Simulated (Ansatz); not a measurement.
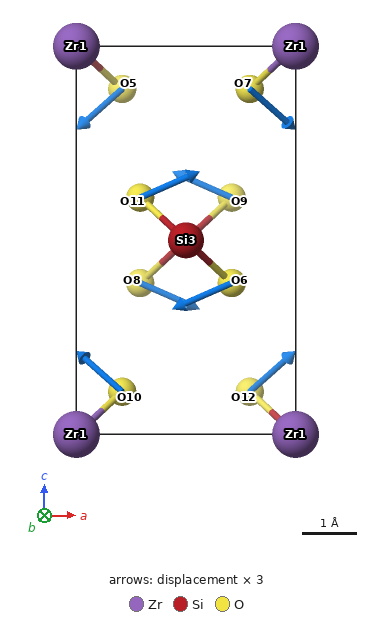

A relaxation of solid ZrSi₃O₈ (a generated structure, set up in P222) (coarse preliminary run). The starting structure is drawn; blue arrows show the displacements (the part carried along by the change of the cell is left out), 3 times their true length.

The picture is a ball-and-stick view of the cell of the calculation, seen along the b axis.

Method: DFT PBE, scalar-relativistic, plane waves, PAW in Ansatz 0.2.0. Set-up: plane-wave cutoff 420 eV; k-point mesh 4 × 4 × 4; occupations gaussian; smearing width 0.1 eV; no spin polarisation; cell and atoms relaxed; force threshold 0.04 eV/Å; at most 70 steps.

Which element moves most?

Oxygen: up to 0.45 Å, against 0.00 Å for silicon.

What did the optimiser do to the structure, and how much energy did it gain?

The largest moves relative to the cell, 0.45 Å, are those of O atoms. Si and Zr stay in place. The volume changes by +27.5 %, with a 4.116 → 5.742 Å (+39.5 %), b 4.500 → 5.052 Å (+12.3 %), c 7.290 → 5.933 Å (−18.6 %). Among the contacts that change: O–Zr 1.627 → 1.973 Å, Si–Zr 2.250 → 2.526 Å, Si–Si 2.250 → 2.526 Å, O–Si 1.627 → 1.731 Å. Among the angles between lasting bonds that change: O–Zr–O 92.5° → 81.5°, O–Si–O 92.5° → 102.6°, O–Zr–O 116.2° → 124.8°. The space group stays P222 (No. 16). The energy falls by 13.306 eV per cell of the calculation in 18 accepted moves (23 points after the start). Largest force component: 14 eV/Å at the start, 0.0046 eV/Å at the end. The pressure goes from 71.28 to −0.01 GPa. At 5 points the geometry stayed and the basis and grid were re-selected for the new cell (energy shift of 0.374 eV per cell of the calculation at most each time).

Limits of the set-up: layers or molecules are held without a dispersion correction, so their spacing is unreliable.
